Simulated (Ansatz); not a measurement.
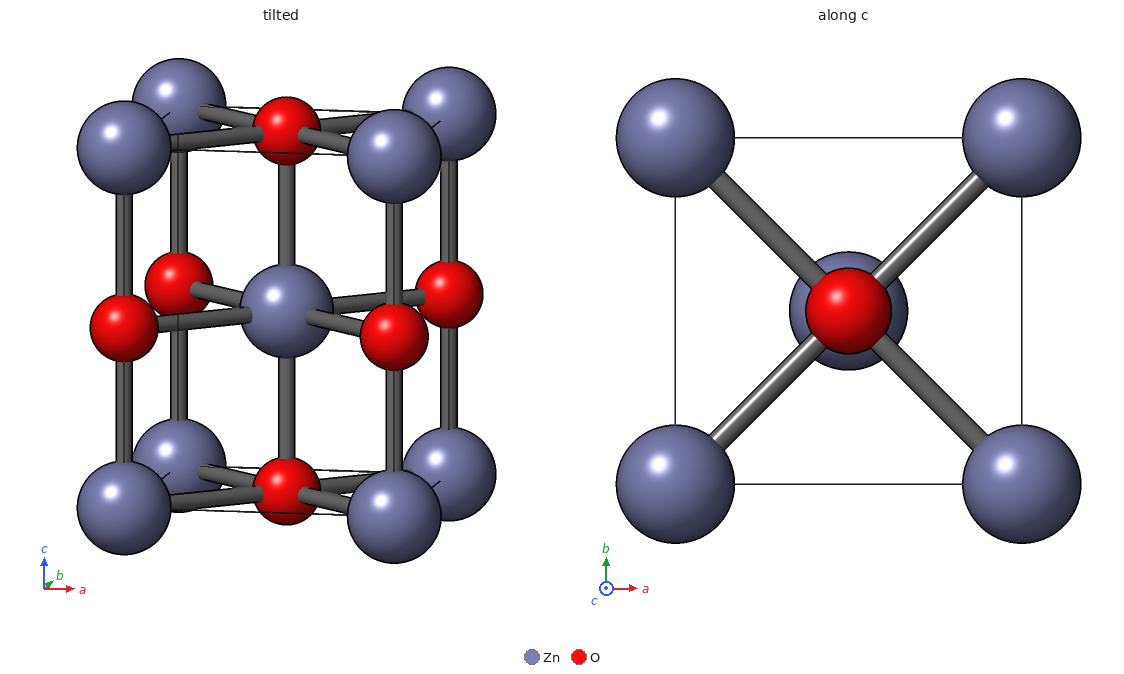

We look at a ball-and-stick model of the crystal slightly off an axis and along the c axis. The edges of the conventional unit cell are marked.

ZnO, space group I4/mmm (No. 139), a = 3.114 Å, b = 3.114 Å, c = 4.119 Å, α = 90.00°, β = 90.00°, γ = 90.00°. It goes back to a structure type filled with these elements by a generator (whether the compound takes this form wasn't checked). The cell was then strained or its atoms displaced on purpose. A calculation with Ansatz used it as input.

This one geometry was computed with Ansatz (DFT, plane waves, PAW) at three levels of theory: PBE, HSE06 and r2SCAN. It was relaxed with r2SCAN and then strained.

> Which level gives the highest pressure at this volume, and what does that say about its equilibrium volume?

Highest: PBE (4.0 GPa), which points to the largest equilibrium volume. Lowest, with the smallest volume: r2SCAN (-3.7 GPa). Levels within 0.5 GPa of each other can't be told apart.

> How does the band gap change with the level of theory?

PBE: a gap of 0.69 eV, indirect; r2SCAN: a gap of 1.29 eV, indirect; HSE06: a gap of 2.44 eV, indirect.

> Collect the results in a table.

| level | cutoff (eV) | k-mesh of the run's cell | gap (eV) | pressure (GPa) |
| --- | --- | --- | --- | --- |
| PBE | 420 | 10×10×10 | 0.69 | 4.0 |
| HSE06 | 420 | 8×8×8 | 2.44 | -2.8 |
| r2SCAN | 500 | 10×10×10 | 1.29 | -3.7 |

Gaps are taken on the k-mesh or band path of each run.
